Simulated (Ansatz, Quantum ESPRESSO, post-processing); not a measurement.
# Co chain with one atom pushed 0.5 Å aside at constant bond length: ballistic transmission, part 2 of 4

Wanted: the transmission near the Fermi level and the conductance of this junction: Co chain with one atom pushed 0.5 Å aside at constant bond length.

Quantum ESPRESSO 7.5; plane-wave DFT, LDA, GBRV ultrasoft pseudopotentials; cross-check by Ansatz 0.2.0 with PAW datasets.

So far. Step 2 (Self-consistent run): The run needed 40 iterations to bring the estimated error under 1e-07 Ry; the largest force on any atom, held or free, is 0.19 eV/Å. The cell keeps a moment of 23.8 μB.

### Step 3. Transmission with pwcond.x, spin up

Level of this step: transmission by pwcond, lead and junction from one cell; plane-wave DFT, LDA, GBRV ultrasoft pseudopotentials (Quantum ESPRESSO).

prefixt takes both regions from one run: the lead from 0 to bdl, the scattering region from bdl to bds (units of alat). ikind = 1 puts the same lead on both sides. The program's T_tot counts both spins in a run without spin; the tables below give T per spin.

cond_up.in reads:

```
&inputcond
  outdir = './out'
  prefixt = 'scf'
  tran_file = 'cond_up.dat'
  bdl = 0.5733333333
  bds = 3.1376139640
  ikind = 1
  ewind = 4.0
  epsproj = 1e-05
  nz1 = 7
  iofspin = 1
  energy0 = 2.0
  denergy = -0.1
/
1
  0.00000000 0.00000000 1.00000000
41
```

Started as:

```
$ OMP_NUM_THREADS=1 mpirun -n 4 pwcond.x -in cond_up.in > cond_up.out
```

The program printed:

```text
[banner, memory and clock lines left out]
Program PWCOND v.7.5 starts

          URL

     ./out/scf.save/

     IMPORTANT: XC functional enforced from input :
     Exchange-correlation= PZ
                           (   1   1   0   0   0   0   0)
     Any further DFT definition will be discarded
     Please, verify this is what you really want

     Check: negative core charge=   -0.000014

     negative rho (up, down):  1.964E-05 0.000E+00
     Reading collected, re-writing distributed wavefunctions

===== INPUT FILE containing all the regions =====

     GEOMETRY:

     lattice parameter (alat)  =      14.1729  a.u.
     the volume                =    8932.6414 (a.u.)^3
     the cross section         =     200.8724 (a.u.)^2
     l of the unit cell        =       3.1376 (alat)
     number of atoms/cell      =           11
     number of atomic types    =            1

     crystal axes: (cart. coord. in units of alat)
               a(1) = (  1.0000  0.0000  0.0000 )
               a(2) = (  0.0000  1.0000  0.0000 )
               a(3) = (  0.0000  0.0000  3.1376 )

   Cartesian axes

     site n.     atom                  positions (alat units)
          1        Co     tau(  1)=(  0.5000  0.5000  3.1376  )
          2        Co     tau(  2)=(  0.5000  0.5000  0.2867  )
          3        Co     tau(  3)=(  0.5000  0.5000  0.5733  )
          4        Co     tau(  4)=(  0.5000  0.5000  0.8600  )
          5        Co     tau(  5)=(  0.5000  0.5000  1.1467  )
          6        Co     tau(  6)=(  0.5667  0.5000  1.4255  )
          7        Co     tau(  7)=(  0.5000  0.5000  1.7043  )
          8        Co     tau(  8)=(  0.5000  0.5000  1.9909  )
          9        Co     tau(  9)=(  0.5000  0.5000  2.2776  )
         10        Co     tau( 10)=(  0.5000  0.5000  2.5643  )
         11        Co     tau( 11)=(  0.5000  0.5000  2.8509  )

     nr1s                      =           54
     nr2s                      =           54
     nr3s                      =          180
     nr1sx                     =           54
     nr2sx                     =           54
     nr3sx                     =          180
     nr1                       =           60
     nr2                       =           60
     nr3                       =          192
     nr1x                      =           60
     nr2x                      =           60
     nr3x                      =          192

 _______________________________
  Radii of nonlocal spheres:

     type       ibeta     ang. mom.          radius (alat units)
       Co         1         0                    0.1106
       Co         2         0                    0.1106
       Co         3         1                    0.1106
       Co         4         1                    0.1106
       Co         5         2                    0.1106
       Co         6         2                    0.1106
----- General information -----

--- T calc. with identical leads (ikind=1) ---

         LSDA calculations, spin index =     1

     nrx                       =           54
     nry                       =           54
     nz1                       =            7

     energy0               =         2.0E+00
     denergy               =        -1.0E-01
     nenergy               =         41
     ecut2d                =         3.4E+01
     ewind                 =         4.0E+00
     epsproj               =         1.0E-05

     number of k_|| points=    1
                       cryst. coord.
        k(    1) = (   0.0000000   0.0000000), wk =   1.0000000
----- Information about left/right lead -----

     nocros                   =           18
     noins                    =           18
     norb                     =           54
     norbf                    =          180
     nrz                      =           33

      iorb      type   ibeta   ang. mom.   m       position (alat)
        1        1       1        0        1   taunew(   1)=(  0.5000  0.5000  0.0000)
        2        1       2        0        1   taunew(   2)=(  0.5000  0.5000  0.0000)
        3        1       3        1        1   taunew(   3)=(  0.5000  0.5000  0.0000)
        4        1       3        1        2   taunew(   4)=(  0.5000  0.5000  0.0000)
        5        1       3        1        3   taunew(   5)=(  0.5000  0.5000  0.0000)
        6        1       4        1        1   taunew(   6)=(  0.5000  0.5000  0.0000)
        7        1       4        1        2   taunew(   7)=(  0.5000  0.5000  0.0000)
        8        1       4        1        3   taunew(   8)=(  0.5000  0.5000  0.0000)
        9        1       5        2        1   taunew(   9)=(  0.5000  0.5000  0.0000)
       10        1       5        2        2   taunew(  10)=(  0.5000  0.5000  0.0000)
       11        1       5        2        3   taunew(  11)=(  0.5000  0.5000  0.0000)
       12        1       5        2        4   taunew(  12)=(  0.5000  0.5000  0.0000)
       13        1       5        2        5   taunew(  13)=(  0.5000  0.5000  0.0000)
       14        1       6        2        1   taunew(  14)=(  0.5000  0.5000  0.0000)
       15        1       6        2        2   taunew(  15)=(  0.5000  0.5000  0.0000)
       16        1       6        2        3   taunew(  16)=(  0.5000  0.5000  0.0000)
       17        1       6        2        4   taunew(  17)=(  0.5000  0.5000  0.0000)
       18        1       6        2        5   taunew(  18)=(  0.5000  0.5000  0.0000)
       19        1       1        0        1   taunew(  19)=(  0.5000  0.5000  0.2867)
       20        1       2        0        1   taunew(  20)=(  0.5000  0.5000  0.2867)
       21        1       3        1        1   taunew(  21)=(  0.5000  0.5000  0.2867)
       22        1       3        1        2   taunew(  22)=(  0.5000  0.5000  0.2867)
       23        1       3        1        3   taunew(  23)=(  0.5000  0.5000  0.2867)
       24        1       4        1        1   taunew(  24)=(  0.5000  0.5000  0.2867)
       25        1       4        1        2   taunew(  25)=(  0.5000  0.5000  0.2867)
       26        1       4        1        3   taunew(  26)=(  0.5000  0.5000  0.2867)
       27        1       5        2        1   taunew(  27)=(  0.5000  0.5000  0.2867)
       28        1       5        2        2   taunew(  28)=(  0.5000  0.5000  0.2867)
       29        1       5        2        3   taunew(  29)=(  0.5000  0.5000  0.2867)
       30        1       5        2        4   taunew(  30)=(  0.5000  0.5000  0.2867)
       31        1       5        2        5   taunew(  31)=(  0.5000  0.5000  0.2867)
       32        1       6        2        1   taunew(  32)=(  0.5000  0.5000  0.2867)
[...]
Total T_j, R_j =    0.51195  0.48805

    3 -->     1     0.01211     0.00169
    3 -->     2     0.00000     0.00000
    3 -->     3     0.88948     0.00063
    3 -->     4     0.00000     0.00000
    3 -->     5     0.04273     0.00200
    3 -->     6     0.04733     0.00404
   Total T_j, R_j =    0.99165  0.00835

    4 -->     1     0.00003     0.00000
    4 -->     2     0.47089     0.07640
    4 -->     3     0.00000     0.00000
    4 -->     4     0.22772     0.22495
    4 -->     5     0.00000     0.00000
    4 -->     6     0.00000     0.00000
   Total T_j, R_j =    0.69864  0.30136

    5 -->     1     0.15583     0.05165
    5 -->     2     0.00001     0.00000
    5 -->     3     0.04311     0.00199
    5 -->     4     0.00000     0.00000
    5 -->     5     0.26255     0.05583
    5 -->     6     0.33890     0.09012
   Total T_j, R_j =    0.80040  0.19960

    6 -->     1     0.29738     0.02511
    6 -->     2     0.00002     0.00000
    6 -->     3     0.04551     0.00402
    6 -->     4     0.00000     0.00000
    6 -->     5     0.33627     0.09012
    6 -->     6     0.04563     0.15594
   Total T_j, R_j =    0.72481  0.27519

          E-Ef(ev), T =   -1.8000000   4.2667590
---  E-Ef =   -1.9000000  k =    0.0000000   0.0000000
---  ie =         40  ik =          1
 Nchannels of the left tip =            6
 Right moving states:
   k1(2pi/a)   k2(2pi/a)   E-Ef (eV)
   0.2531425   0.0000009  -1.9000000
  -0.2703913   0.0000003  -1.9000000
  -0.2715505   0.0000001  -1.9000000
  -0.3735598   0.0000173  -1.9000000
  -0.3740906   0.0000106  -1.9000000
  -0.3950436   0.0000117  -1.9000000
 Left moving states:
   k1(2pi/a)   k2(2pi/a)   E-Ef (eV)
  -0.2531426   0.0000009  -1.9000000
   0.2703914   0.0000003  -1.9000000
   0.2715505   0.0000001  -1.9000000
   0.3735598   0.0000173  -1.9000000
   0.3740906   0.0000106  -1.9000000
   0.3950436   0.0000117  -1.9000000

 to transmit
 Band j to band i transmissions and reflections:
    j         i     |T_ij|^2    |R_ij|^2

    1 -->     1     0.84233     0.00171
    1 -->     2     0.03029     0.00417
    1 -->     3     0.00000     0.00000
    1 -->     4     0.00000     0.00000
    1 -->     5     0.05534     0.00186
    1 -->     6     0.06153     0.00276
   Total T_j, R_j =    0.98949  0.01051

    2 -->     1     0.03264     0.00418
    2 -->     2     0.18358     0.03521
    2 -->     3     0.00000     0.00000
    2 -->     4     0.00003     0.00000
    2 -->     5     0.25622     0.02334
    2 -->     6     0.45740     0.00740
   Total T_j, R_j =    0.92987  0.07013

    3 -->     1     0.00000     0.00000
    3 -->     2     0.00000     0.00000
    3 -->     3     0.07950     0.03730
    3 -->     4     0.85554     0.02763
    3 -->     5     0.00001     0.00000
    3 -->     6     0.00002     0.00000
   Total T_j, R_j =    0.93507  0.06493

    4 -->     1     0.00000     0.00000
    4 -->     2     0.00003     0.00000
    4 -->     3     0.85667     0.02763
    4 -->     4     0.07393     0.04174
    4 -->     5     0.00000     0.00000
    4 -->     6     0.00000     0.00000
   Total T_j, R_j =    0.93063  0.06937

    5 -->     1     0.05489     0.00181
    5 -->     2     0.25655     0.02330
    5 -->     3     0.00001     0.00000
    5 -->     4     0.00000     0.00000
    5 -->     5     0.21791     0.01662
    5 -->     6     0.41441     0.01450
   Total T_j, R_j =    0.94377  0.05623

    6 -->     1     0.06239     0.00285
    6 -->     2     0.46363     0.00741
    6 -->     3     0.00002     0.00000
    6 -->     4     0.00000     0.00000
    6 -->     5     0.41157     0.01456
    6 -->     6     0.01754     0.02004
   Total T_j, R_j =    0.95514  0.04486

          E-Ef(ev), T =   -1.9000000   5.6839772
---  E-Ef =   -2.0000000  k =    0.0000000   0.0000000
---  ie =         41  ik =          1
 Nchannels of the left tip =            6
 Right moving states:
   k1(2pi/a)   k2(2pi/a)   E-Ef (eV)
   0.2123747   0.0000006  -2.0000000
  -0.3873424   0.0000006  -2.0000000
  -0.3884827   0.0000000  -2.0000000
  -0.3973220   0.0000173  -2.0000000
  -0.3978627   0.0000102  -2.0000000
  -0.4120854   0.0000120  -2.0000000
 Left moving states:
   k1(2pi/a)   k2(2pi/a)   E-Ef (eV)
  -0.2123747   0.0000006  -2.0000000
   0.3873424   0.0000006  -2.0000000
   0.3884827   0.0000000  -2.0000000
   0.3973220   0.0000173  -2.0000000
   0.3978627   0.0000102  -2.0000000
   0.4120854   0.0000120  -2.0000000

 to transmit
 Band j to band i transmissions and reflections:
    j         i     |T_ij|^2    |R_ij|^2

    1 -->     1     0.79315     0.00485
    1 -->     2     0.04940     0.00417
    1 -->     3     0.00000     0.00000
    1 -->     4     0.00000     0.00000
    1 -->     5     0.06472     0.00705
    1 -->     6     0.07314     0.00352
   Total T_j, R_j =    0.98041  0.01959

    2 -->     1     0.04944     0.00417
    2 -->     2     0.20889     0.01246
    2 -->     3     0.00000     0.00000
    2 -->     4     0.00004     0.00000
    2 -->     5     0.25596     0.00311
    2 -->     6     0.46152     0.00442
   Total T_j, R_j =    0.97584  0.02416

    3 -->     1     0.00000     0.00000
    3 -->     2     0.00000     0.00000
    3 -->     3     0.12675     0.01266
    3 -->     4     0.85762     0.00294
    3 -->     5     0.00001     0.00000
    3 -->     6     0.00002     0.00000
   Total T_j, R_j =    0.98440  0.01560

    4 -->     1     0.00000     0.00000
    4 -->     2     0.00004     0.00000
    4 -->     3     0.85682     0.00294
    4 -->     4     0.12043     0.01977
    4 -->     5     0.00000     0.00000
    4 -->     6     0.00000     0.00000
   Total T_j, R_j =    0.97729  0.02271

    5 -->     1     0.06484     0.00707
    5 -->     2     0.25654     0.00311
    5 -->     3     0.00001     0.00000
    5 -->     4     0.00000     0.00000
    5 -->     5     0.22486     0.01113
    5 -->     6     0.42462     0.00782
   Total T_j, R_j =    0.97086  0.02914

    6 -->     1     0.07229     0.00352
    6 -->     2     0.46209     0.00441
    6 -->     3     0.00002     0.00000
    6 -->     4     0.00000     0.00000
    6 -->     5     0.42480     0.00782
    6 -->     6     0.02043     0.00461
   Total T_j, R_j =    0.97963  0.02037

          E-Ef(ev), T =   -2.0000000   5.8684335
   T_tot     2.00000      0.86056E+00
   T_tot     1.90000      0.95025E+00
   T_tot     1.80000      0.96913E+00
   T_tot     1.70000      0.97712E+00
   T_tot     1.60000      0.98156E+00
   T_tot     1.50000      0.98440E+00
   T_tot     1.40000      0.98640E+00
   T_tot     1.30000      0.98790E+00
   T_tot     1.20000      0.98907E+00
   T_tot     1.10000      0.99003E+00
   T_tot     1.00000      0.99084E+00
   T_tot     0.90000      0.99153E+00
   T_tot     0.80000      0.99214E+00
   T_tot     0.70000      0.99269E+00
   T_tot     0.60000      0.99320E+00
   T_tot     0.50000      0.99367E+00
   T_tot     0.40000      0.99412E+00
   T_tot     0.30000      0.99455E+00
   T_tot     0.20000      0.99496E+00
   T_tot     0.10000      0.99537E+00
   T_tot    -0.00000      0.99576E+00
   T_tot    -0.10000      0.99614E+00
   T_tot    -0.20000      0.99652E+00
   T_tot    -0.30000      0.99688E+00
   T_tot    -0.40000      0.99724E+00
   T_tot    -0.50000      0.99760E+00
   T_tot    -0.60000      0.99801E+00
   T_tot    -0.70000      0.99862E+00
   T_tot    -0.80000      0.18602E+01
   T_tot    -0.90000      0.37397E+01
   T_tot    -1.00000      0.38403E+01
   T_tot    -1.10000      0.38798E+01
   T_tot    -1.20000      0.38988E+01
   T_tot    -1.30000      0.39063E+01
   T_tot    -1.40000      0.39044E+01
   T_tot    -1.50000      0.38903E+01
   T_tot    -1.60000      0.38424E+01
   T_tot    -1.70000      0.37359E+01
   T_tot    -1.80000      0.42668E+01
   T_tot    -1.90000      0.56840E+01
   T_tot    -2.00000      0.58684E+01

Note: The following floating-point exceptions are signalling: IEEE_UNDERFLOW_FLAG IEEE_DENORMAL
Note: The following floating-point exceptions are signalling: IEEE_UNDERFLOW_FLAG IEEE_DENORMAL
Note: The following floating-point exceptions are signalling: IEEE_UNDERFLOW_FLAG IEEE_DENORMAL
Note: The following floating-point exceptions are signalling: IEEE_UNDERFLOW_FLAG IEEE_DENORMAL
```

The job ended after 2 min (4 MPI ranks of AMD EPYC 7B13 (Zen 3), shared host; peak memory 0.48 GiB).

This step gave:

| Property | Result |
| --- | --- |
| lead channels, spin up | 1 |
| transmission at the Fermi level, spin up | 0.9958 |

Per spin. Open channels, up against energy, zero at the Fermi level:

| energy (eV) | open channels, up |
| --- | --- |
| -2.00 | 6 |
| -1.70 | 4 |
| -1.40 | 4 |
| -1.10 | 4 |
| -0.80 | 3 |
| -0.50 | 1 |
| -0.20 | 1 |
| 0.00 | 1 |
| 0.20 | 1 |
| 0.50 | 1 |
| 0.80 | 1 |
| 1.10 | 1 |
| 1.40 | 1 |
| 1.70 | 1 |
| 2.00 | 1 |

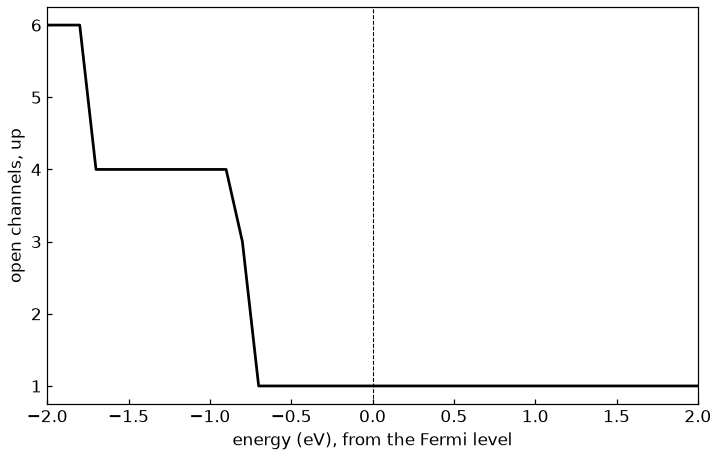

Open channels, up, plotted against energy.

Per spin. The transmission, up by energy, zero at the Fermi level:

| energy (eV) | transmission, up |
| --- | --- |
| -2.00 | 5.87 |
| -1.70 | 3.74 |
| -1.40 | 3.90 |
| -1.10 | 3.88 |
| -0.80 | 1.86 |
| -0.50 | 0.998 |
| -0.20 | 0.997 |
| 0.00 | 0.996 |
| 0.20 | 0.995 |
| 0.50 | 0.994 |
| 0.80 | 0.992 |
| 1.10 | 0.990 |
| 1.40 | 0.986 |
| 1.70 | 0.977 |
| 2.00 | 0.861 |

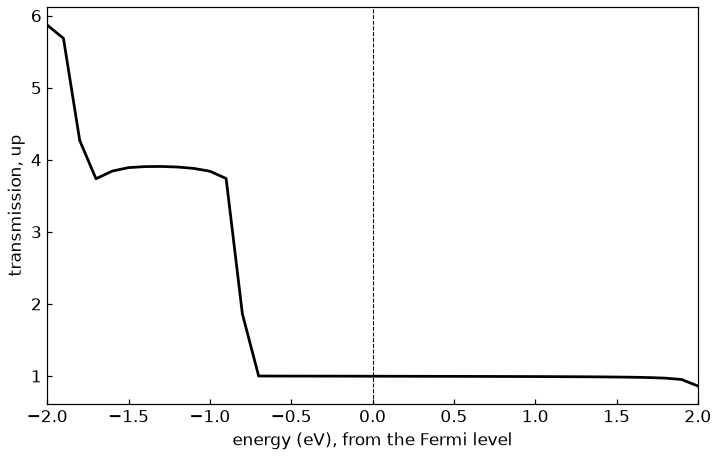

Transmission, up, plotted against energy.

At no point does T exceed the number of channels.

### Step 4. The open system, spin down

cond_dn.in is the input of step 3 with these lines changed:

```diff
@@ -3,3 +3,3 @@
   prefixt = 'scf'
-  tran_file = 'cond_up.dat'
+  tran_file = 'cond_dn.dat'
   bdl = 0.5733333333
@@ -10,3 +10,3 @@
   nz1 = 7
-  iofspin = 1
+  iofspin = 2
   energy0 = 2.0
```

Started as:

```
$ OMP_NUM_THREADS=1 mpirun -n 4 pwcond.x -in cond_dn.in > cond_dn.out
```

The program printed:

```text
[banner, memory and clock lines left out]
Program PWCOND v.7.5 starts
[citation notice left out]

[...]
./out/scf.save/

[...]
negative rho (up, down):  1.964E-05 0.000E+00
     Reading collected, re-writing distributed wavefunctions

===== INPUT FILE containing all the regions =====

     GEOMETRY:

     lattice parameter (alat)  =      14.1729  a.u.
     the volume                =    8932.6414 (a.u.)^3
     the cross section         =     200.8724 (a.u.)^2
     l of the unit cell        =       3.1376 (alat)
[...]
T_tot    -0.30000      0.54685E+01
   T_tot    -0.40000      0.47779E+01
   T_tot    -0.50000      0.39548E+01
   T_tot    -0.60000      0.38082E+01
   T_tot    -0.70000      0.39766E+01
   T_tot    -0.80000      0.39771E+01
   T_tot    -0.90000      0.39706E+01
   T_tot    -1.00000      0.39126E+01
   T_tot    -1.10000      0.38388E+01
   T_tot    -1.20000      0.25236E+01
   T_tot    -1.30000      0.25221E+01
   T_tot    -1.40000      0.23854E+01
   T_tot    -1.50000      0.22257E+01
   T_tot    -1.60000      0.20510E+01
   T_tot    -1.70000      0.17627E+01
   T_tot    -1.80000      0.99366E+00
   T_tot    -1.90000      0.99091E+00
   T_tot    -2.00000      0.99008E+00

[...]
```

Wall time 2 min (4 MPI ranks); peak memory 0.48 GiB; 7.9 min of CPU time.

Numbers from this step:

```
lead channels, spin down                   : 6
transmission at the Fermi level, spin down : 5.843
```

Per spin. Open channels, down against energy, zero at the Fermi level:

| energy (eV) | open channels, down |
| --- | --- |
| -2.00 | 1 |
| -1.70 | 3 |
| -1.40 | 3 |
| -1.10 | 4 |
| -0.80 | 4 |
| -0.50 | 4 |
| -0.20 | 6 |
| 0.00 | 6 |
| 0.20 | 6 |
| 0.50 | 4 |
| 0.80 | 4 |
| 1.10 | 4 |
| 1.40 | 3 |
| 1.70 | 1 |
| 2.00 | 1 |

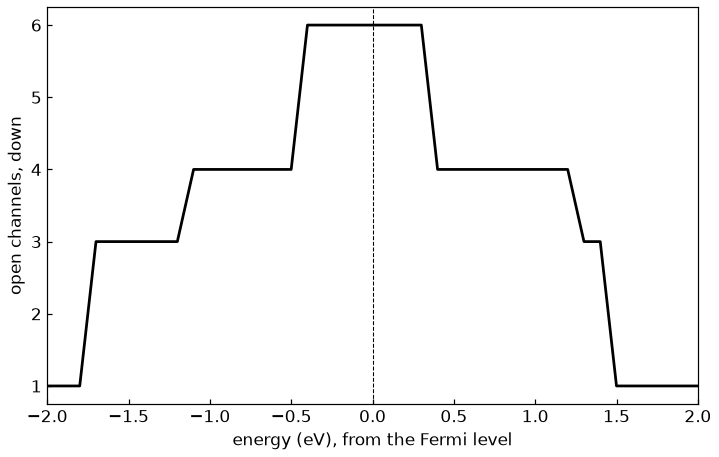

Open channels, down against energy.

Per spin. Table of transmission, down by energy, zero at the Fermi level:

| energy (eV) | transmission, down |
| --- | --- |
| -2.00 | 0.990 |
| -1.70 | 1.76 |
| -1.40 | 2.39 |
| -1.10 | 3.84 |
| -0.80 | 3.98 |
| -0.50 | 3.95 |
| -0.20 | 5.84 |
| -0.10 | 5.89 |
| 0.00 | 5.84 |
| 0.20 | 5.51 |
| 0.50 | 3.67 |
| 0.70 | 3.80 |
| 0.80 | 3.79 |
| 1.10 | 3.48 |
| 1.40 | 1.98 |
| 1.70 | 0.965 |
| 2.00 | 0.968 |

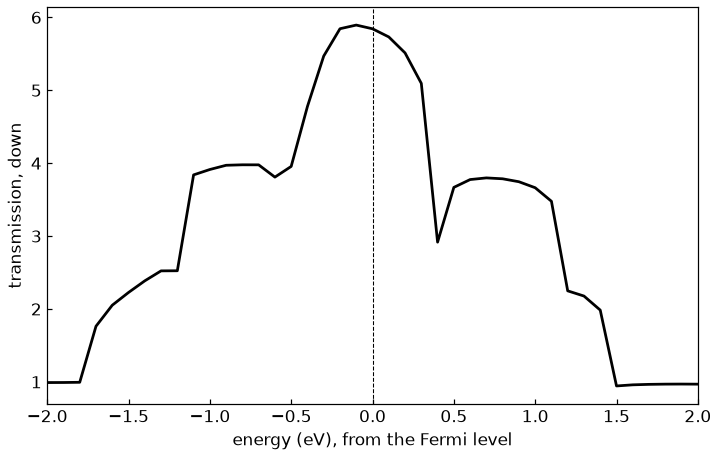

Transmission, down, plotted against energy.

### Step 5. Both spins together

Read from the output:

```
conductance       : 3.419 G₀
spin polarisation : -0.7088
```

Per spin. The transmission by energy, zero at the Fermi level:

| energy (eV) | up | down |
| --- | --- | --- |
| -2.00 | 5.87 | 0.990 |
| -1.70 | 3.74 | 1.76 |
| -1.40 | 3.90 | 2.39 |
| -1.10 | 3.88 | 3.84 |
| -0.80 | 1.86 | 3.98 |
| -0.50 | 0.998 | 3.95 |
| -0.20 | 0.997 | 5.84 |
| 0.00 | 0.996 | 5.84 |
| 0.20 | 0.995 | 5.51 |
| 0.50 | 0.994 | 3.67 |
| 0.80 | 0.992 | 3.79 |
| 1.10 | 0.990 | 3.48 |
| 1.40 | 0.986 | 1.98 |
| 1.70 | 0.977 | 0.965 |
| 2.00 | 0.861 | 0.968 |

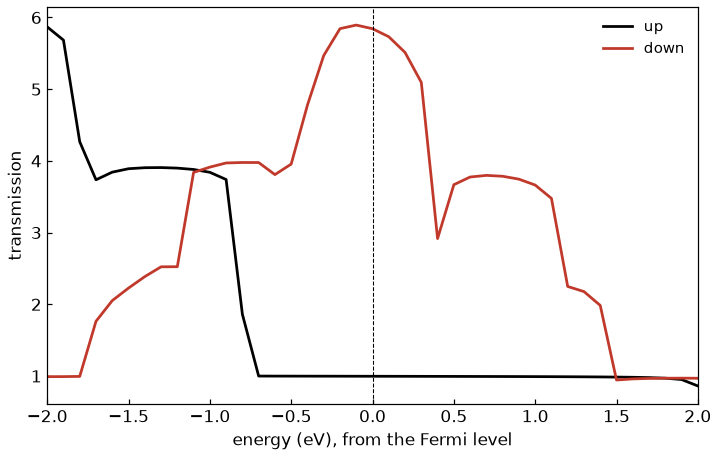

Transmission against energy.

[end of part 2 of 4]

[Logs are printed without paths, hosts, clocks, repeated set-up lines and the standing remarks that a program may print on its own settings, such as how far it seeks lower states.]

[Hosts, paths, dates, database ids (printed as entryN), source tags and the programs' standing remarks are cut or masked in the printed files.]

[Maps of the electrostatic potential energy from Ansatz leave out the sawtooth potential of an applied field or a dipole correction, so their vacuum need not be flat; planar profiles and work functions include it.]
